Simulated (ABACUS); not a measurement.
```xyz
8
Lattice="5.8610 0.0000 0.0000 0.0000 0.0000 -5.8610 0.0000 5.8610 0.0000" Properties=species:S:1:pos:R:3 pbc="T T T"
In    2.9305    0.0000   -2.9305
In    0.0000    2.9305   -2.9305
In    0.0000    0.0000    0.0000
In    2.9305    2.9305    0.0000
P     4.3957    1.4652   -4.3957
P     1.4652    4.3957   -4.3957
P     1.4652    1.4652   -1.4652
P     4.3957    4.3957   -1.4652
```

Space group F-43m.

Method: Kohn-Sham DFT of a periodic cell, r2SCAN, SG15 ONCV 1.2 PBE (ABACUS).

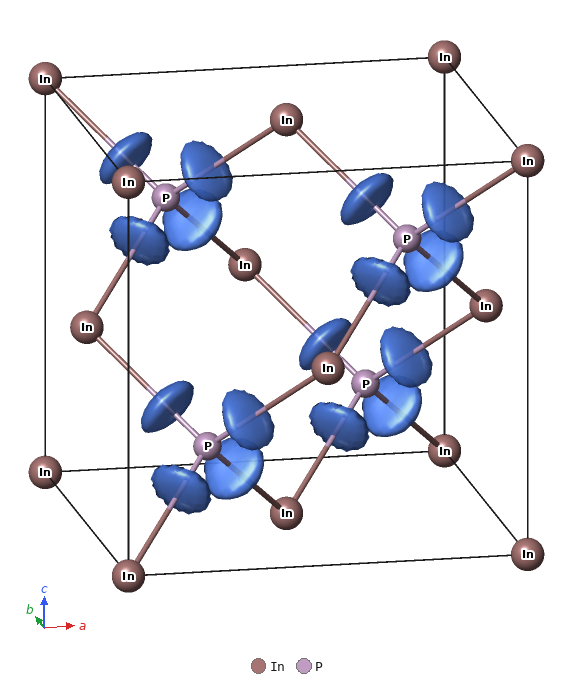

InP. Isosurface of the ELF at 0.85 (blue), seen slightly off an axis. Only the valence region is drawn (cores and ρ < 0.01 e/Å³ removed). Sticks mark near contacts.

Identify the bonds, lone pairs and shells in this picture.

Answer. The surface consists of 16 lobes of the valence shell of P pointing towards In (polar bonds), counted in one cell of 8 atoms. Any copies at cell faces, edges or corners count once.

Values along the shortest contacts:
In–P (2.54 Å): the ELF peaks at about 0.90 in the valence shell of P, 0.9 Å from its nucleus, and is about 0.55 at the midpoint.
